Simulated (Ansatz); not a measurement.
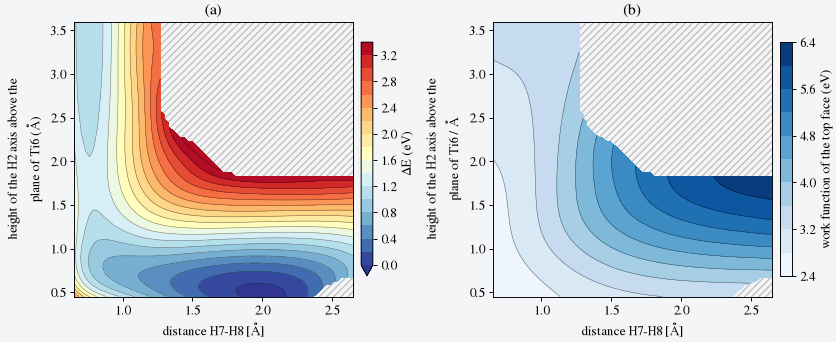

H₂ on a Ti(111) slab cut from the Im-3m phase, its upper half relaxed before the scan (6 atoms of substrate and one adsorbate in a 1 × 1 cell). H2 lies flat over one site of a rigid substrate while its bond length and height are varied; it sits over a hollow of the top layer over the deeper atom Ti5, heights counted from the top plane, its axis along the long diagonal of the hexagonal surface cell. The first coordinate is: distance H7-H8; the second: height of the H2 axis above the plane of Ti6. The scan uses an 8 × 9 grid. At 16 points there is no value (left out: too close to the surface, or the stretched molecule far from it). Points are written as (first, second). Energies are in eV, from the lowest grid point. Level of theory: DFT PBE, scalar-relativistic, plane waves, PAW (Ansatz 0.2.0). Settings: cutoff 420 eV, k-mesh 6×6×1, gaussian smearing 0.1 eV, no spin polarisation.

Panel (a) is the energy; panel (b) is the computed work function of the top face, in eV.

Drawn: filled contours, hatched blanks where no value was computed. Between grid points the surface is interpolated.

**How does the work function of the top face vary over the map, and what is it at the lowest grid point?**

Leaving out the highest fifth of the energies, it runs from 2.54 eV at (0.750 Å, 0.45 Å) to 5.75 eV at (2.650 Å, 1.41 Å). At the lowest grid point, (1.849 Å, 0.45 Å), it is 3.20 eV. That point lies on the edge of the scan.
